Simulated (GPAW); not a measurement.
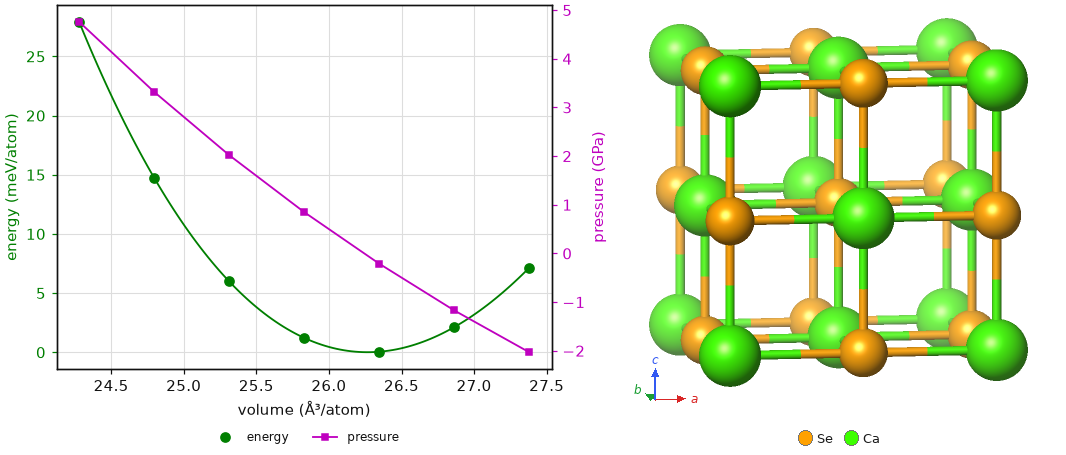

The plot gives the computed energy and pressure against volume for CaSe, space group Fm-3m (No. 225). The conventional cell is drawn beside the plot.

Cell as given: a = 4.180 Å, b = 4.180 Å, c = 4.180 Å, α = 60.00°, β = 60.00°, γ = 60.00°; 2 atoms.

Computed with GPAW 26.7.0: PAW DFT in plane waves, on a grid or in atomic orbitals, no spin polarisation; energies at scaled volumes of the given cell, shape and fractions fixed, counted from the fit's minimum, third-order Birch-Murnaghan fit. Level: r2SCAN.

k mesh 8×8×8; occupations Fermi–Dirac; smearing width 0.05 eV; potentials GPAW PAW data sets (gpaw data 1.2.1); wave cutoff 600 eV; program settings basis pw.

What equilibrium volume and bulk modulus follow from the curve?

Answer. A third-order Birch–Murnaghan fit gives V0 = 26.27 Å³/atom, B0 = 52 GPa and B′ = 4.2.

Read off the course of the pressure.

Answer. It falls from 4.76 GPa at volume 24.28 Å³/atom to −2.03 GPa at 27.38 Å³/atom, and changes sign near 26.24 Å³/atom.

The computed values:

| volume (Å³/atom) | energy (meV/atom) | pressure (GPa) |
| --- | --- | --- |
| 24.28 | 27.92 | 4.76 |
| 24.80 | 14.75 | 3.32 |
| 25.31 | 5.99 | 2.02 |
| 25.83 | 1.20 | 0.85 |
| 26.35 | 0.04 | −0.21 |
| 26.86 | 2.13 | −1.17 |
| 27.38 | 7.13 | −2.03 |
